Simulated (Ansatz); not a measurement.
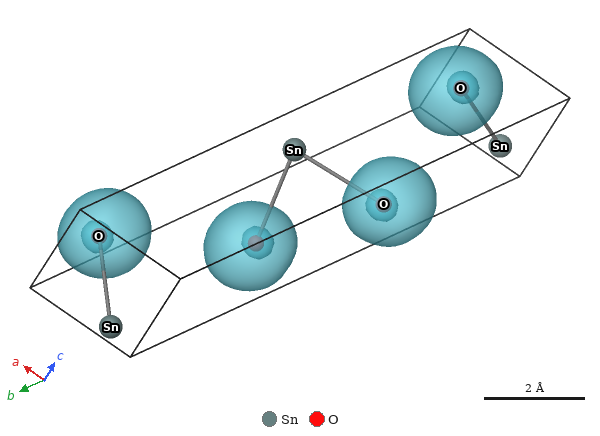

Figure. SnO₂. Isosurface of the ELF at 0.65 (cyan), seen at an oblique angle. Only the valence region is drawn (cores and ρ < 0.01 e/Å³ removed). Sticks mark near contacts.

Space group P2₁; a point of a scan over the structure, not its minimum; a structure from a database of computed crystals, not necessarily the ambient phase; PAW files of the earlier set (soft_1).

Level of theory: Ansatz 0.2.0, DFT PBEsol+D3(BJ), scalar-relativistic, plane waves, PAW.

> Identify the bonds, lone pairs and shells in this picture.

The ELF exceeds this value in four regions wrapped around O (the valence shell of each), counted in one cell of 6 atoms. Any copies at cell faces, edges or corners count once. Profiles from the grid: Sn–O (2.08 Å): the ELF peaks at about 0.80 in the valence shell of O, 0.6 Å from its nucleus, and is about 0.30 at the midpoint (no shared electron pair shows on this line).

> Does the calculation give a band gap?

It is gapped, with a Kohn–Sham gap of 2.3 eV on the k-point mesh (the band edges may lie off the mesh, which would make the gap smaller).
